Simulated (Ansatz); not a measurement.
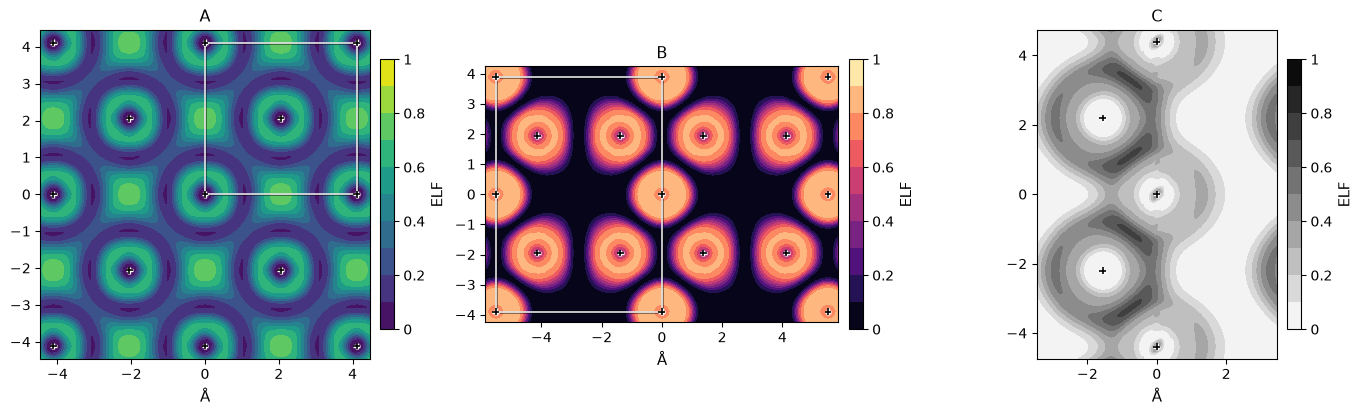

The ELF of 3 systems, each on a plane through atoms (crosses mark nuclei in the plane).

Theory: DFT PBE, scalar-relativistic, plane waves, PAW in Ansatz 0.2.0.

System 1: Ti, the (001) plane of the conventional cell. Space group Fm-3m; computed without spin polarisation.

```
Ti
1.0
     4.11204    0.00000    0.00000
     0.00000    4.11204    0.00000
     0.00000    0.00000    4.11204
Ti
4
Direct
  0.00000 0.50000 0.50000
  0.50000 0.00000 0.50000
  0.50000 0.50000 0.00000
  0.00000 0.00000 0.00000
```

System 2: GaSb, the (110) plane of the conventional cell. Space group F-43m.

```
CELL_PARAMETERS angstrom
6.21384 0.00000 0.00000
0.00000 0.00000 -6.21384
0.00000 6.21384 0.00000
ATOMIC_POSITIONS crystal
Ga 0.50000 0.50000 0.00000
Ga 0.00000 0.50000 0.50000
Ga 0.00000 0.00000 0.00000
Ga 0.50000 0.00000 0.50000
Sb 0.75000 0.75000 0.25000
Sb 0.25000 0.75000 0.75000
Sb 0.25000 0.25000 0.25000
Sb 0.75000 0.25000 0.75000
```

System 3: CaF2, the (101) plane of the conventional cell. Space group Fm-3m.

Question: Which map belongs to which system?

Answer: Panel A is system 1, Ti: the plane holds Ti. Ti–Ti (2.91 Å): the ELF is about 0.25 at the midpoint: no shared electron pair shows on this line. Panel B is system 3, CaF2: the plane holds Ca and F. Ca–F (2.39 Å): the ELF is about 0.05 at the midpoint; a closed-shell, largely ionic contact. Panel C is system 2, GaSb: the plane holds Ga and Sb. Ga–Sb (2.69 Å): the ELF peaks at about 0.70 between the atoms.
